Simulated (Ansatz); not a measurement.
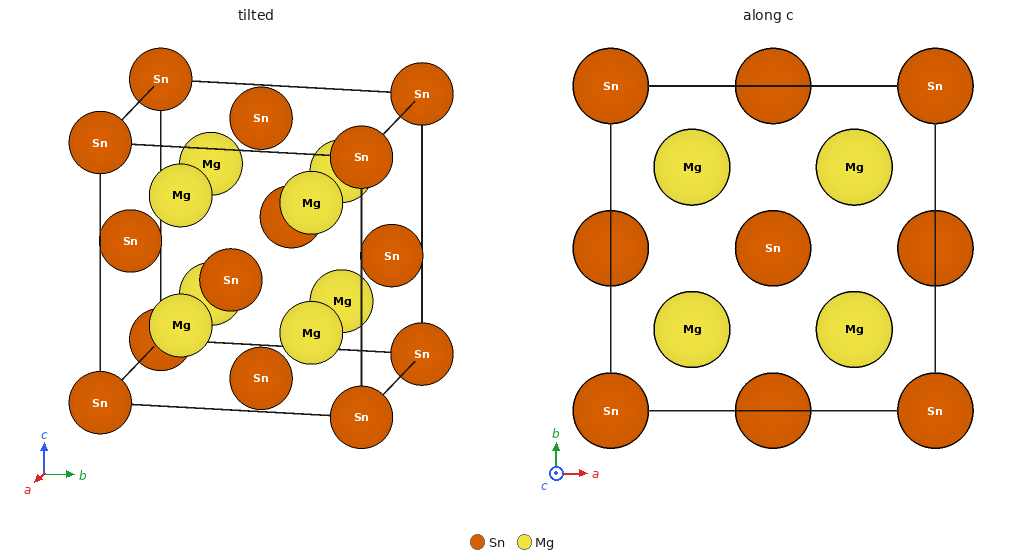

Shown here is a spheres-only view of the crystal, taken slightly off an axis and along the c axis. Atoms at the boundary of the conventional unit cell (the box) are drawn once for each face, edge or corner they touch.

Mg₂Sn, antifluorite, space group Fm-3m (No. 225), a = 6.489 Å, b = 6.489 Å, c = 6.489 Å, α = 90.00°, β = 90.00°, γ = 90.00°. Its origin is a structure type filled with these elements by a generator (whether the compound takes this form wasn't checked). The cell was then strained or its atoms displaced on purpose. A calculation with Ansatz used it as input.

This one geometry was computed with Ansatz (DFT, plane waves, PAW) at three levels of theory: HSE06, r2SCAN and r2SCAN with spin-orbit coupling. It was relaxed with r2SCAN and then strained.

Q: How does the band gap change with the level of theory?

A: r2SCAN with spin-orbit coupling: a gap of 0.12 eV, indirect; r2SCAN: a gap of 0.28 eV, indirect; HSE06: a gap of 0.37 eV, indirect.

Q: Collect the results in a table.

A:
| level | cutoff (eV) | k-mesh of the run's cell | gap (eV) | pressure (GPa) |
| --- | --- | --- | --- | --- |
| HSE06 | 420 | 4×4×4 | 0.37 | 7.3 |
| r2SCAN | 500 | 6×6×6 | 0.28 | 7.3 |
| r2SCAN with spin-orbit coupling | 500 | 6×6×6 | 0.12 | 7.2 |

Gaps are taken on the k-mesh or band path of each run.
